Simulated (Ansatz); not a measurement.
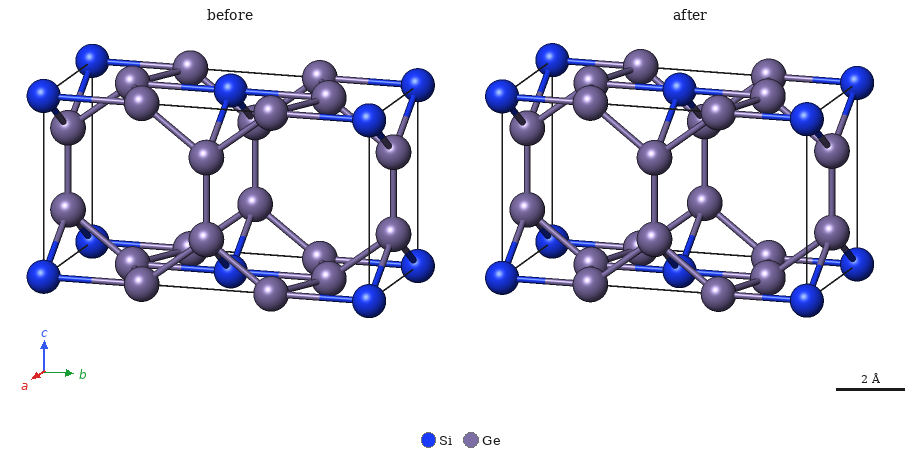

The structure of a crystal of SiGe4 (a generated structure, set up in Cmmm) before (left) and after (right) a relaxation, at one scale.

The picture is a ball-and-stick view of the conventional cell (2 times the calculation's cell), seen slightly off an axis. Lengths and directions refer to the drawn axes.

Level of theory: DFT PBE, scalar-relativistic, plane waves, PAW (Ansatz 0.2.0).

The input:
```yaml
crystal:
  lattice:
    - [2.3664247225, -5.0966560338, 0.0]
    - [2.3664247225, 5.0966560338, 0.0]
    - [0.0, 0.0, 5.5409047983]
  atoms:
    - { symbol: Si, position: [0.0, 0.0, 0.0] }
    - { symbol: Ge, position: [0.5, 0.5, 0.7265539023] }
    - { symbol: Ge, position: [0.5, 0.5, 0.2734460977] }
    - { symbol: Ge, position: [0.6988804106, 0.3011195894, 0.0] }
    - { symbol: Ge, position: [0.3011195894, 0.6988804106, 0.0] }
basis:
  ecutwfc: 420
kpoints:
  mp_grid: { grid: [10, 10, 8] }
hamiltonian:
  xc: pbe
scf:
  occupations: { method: gaussian, width: 0.1 }
output:
  forces: true
  stress: true
  eigenvalues: true
relax:
  adjacent_minimum: "off"
  f_tol: 0.01
  max_steps: 80
  cell: { stress_tol: 0.05 }
```

Launched with:
```bash
ansatz run input.yaml --threads 1 --pin off --max-ram 2560MiB --backend cpu --events-out ev --progress --plain --runs-dir out
```

Describe what moved and what it gained.

Answer. The largest moves relative to the cell, 0.11 Å, are those of Ge4 and Ge5. Ge5 goes along +b. Si stays in place. The drawn cell changes as follows: a 4.733 → 4.883 Å (+3.2 %), b 10.193 → 9.543 Å (−6.4 %), c 5.541 → 5.562 Å (+0.4 %); the volume changes by −3.0 %. Among the contacts that change: Si1–Ge4 3.069 → 2.764 Å, Si1–Ge2 2.810 → 2.881 Å, Ge4–Ge5 2.586 → 2.556 Å, Ge2–Ge3 2.511 → 2.500 Å. Among the angles between lasting bonds that change: Ge5–Ge4–Ge5 132.5° → 145.5°, Ge2–Ge4–Ge5 108.8° → 103.6°. The space group stays Cmmm (No. 65). Over 7 accepted moves (8 points after the start) the energy falls by 13.5 meV per atom. Largest force component: 0.21 eV/Å at the start, 0.0011 eV/Å at the end. The pressure goes from −0.24 to 0.00 GPa. At 1 point the geometry stayed and the basis and grid were re-selected for the new cell (energy shift of 0.1 meV per atom at most each time). The run took 5.5 min on 1 thread of Arm Neoverse V2, with other jobs on the host, peak memory 0.83 GiB.
